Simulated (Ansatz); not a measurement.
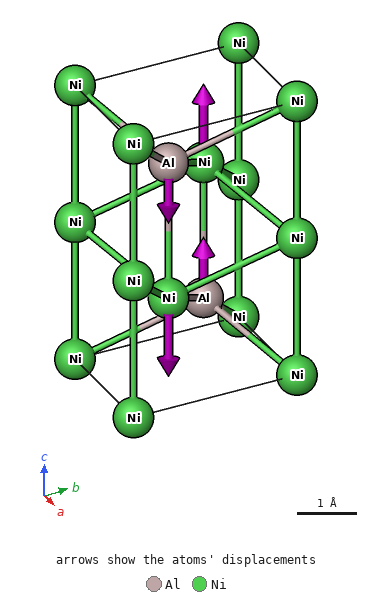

The lowest optical mode of solid AlNi₂, space group P-3m1 (No. 164), at the zone centre. The purple arrows give the relative displacements of the atoms. The picture is a ball-and-stick view of the cell of the calculation, seen slightly off an axis.

Computed with DFT LDA, scalar-relativistic, plane waves, PAW in Ansatz. (plane-wave cutoff 420 eV; k-point mesh 12 × 12 × 8; occupations fermi dirac; smearing width 0.15 eV; no spin polarisation)

The frequencies depend somewhat on the k-mesh and the smearing.

Question: Is this crystal at a minimum with respect to the drawn distortion?

Answer: Yes: this softest mode has a real frequency, and so have all others here. That speaks for this wave vector alone: the rest of the zone wasn't checked in this run. This is the A₁g mode at 131 cm⁻¹, the lowest optical level, Raman-active by symmetry. The Ni (1b) and Ni (1a) atoms stay at rest; all motion is along c; atoms of one kind move against one another, with no net shift of any sublattice; the kinetic energy is shared as Ni 81 %, Al 19 %.

Limits of the set-up: an element that often carries a moment was run without spin polarisation.
